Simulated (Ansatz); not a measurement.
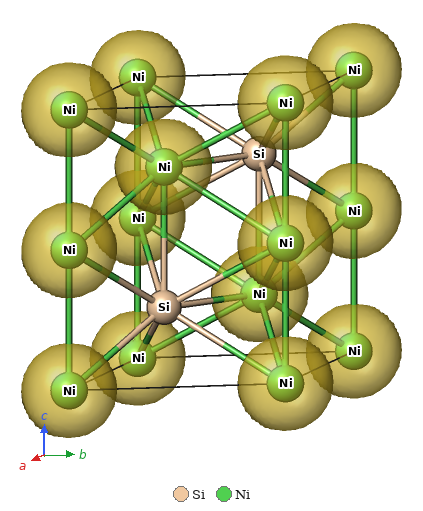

Figure. SiNi₂. Isosurface of the valence pseudo-density at 0.8 e/Å³ (yellow), seen slightly off an axis. Sticks mark near contacts.

Space group P6₃/mmc; changed on purpose from its base cell (volume × 1.06, shape and atoms relaxed); computed pressure about −11 GPa in this cell; computed without spin polarisation.

Computed with DFT r2SCAN, scalar-relativistic, plane waves, PAW (Ansatz).

Core electrons are frozen (PAW), and the valence fields are smoothed inside the atomic spheres.

```xyz
6
Lattice="3.9332 0.0000 0.0000 -1.9666 3.4063 0.0000 0.0000 0.0000 5.0546" Properties=species:S:1:pos:R:3 pbc="T T T"
Si    0.0000    2.2709    3.7910
Si    1.9666    1.1354    1.2637
Ni    0.0000    0.0000    0.0000
Ni    0.0000    0.0000    2.5273
Ni    0.0000    2.2709    1.2637
Ni    1.9666    1.1354    3.7910
```

Which contacts does the surface bridge?

At this value the density breaks into separate islands; it holds about 75 % of the electrons treated as valence (semicore included). It bridges none of the near contacts. It is pinched off along the shortest Si–Ni (2.27 Å), Ni–Ni (2.53 Å), Si–Ni (2.53 Å) and Si–Ni (2.60 Å) contacts. On the grid the lowest density along these lines, outside the cores, is 0.46 e/Å³ (Si–Ni, 2.27 Å), 0.29 e/Å³ (Ni–Ni, 2.53 Å), 0.31 e/Å³ (Si–Ni, 2.53 Å) and 0.3 e/Å³ (Si–Ni, 2.60 Å).

Does the calculation make it a metal, or give it a gap?

It is gapless in this calculation (a metal or semimetal).
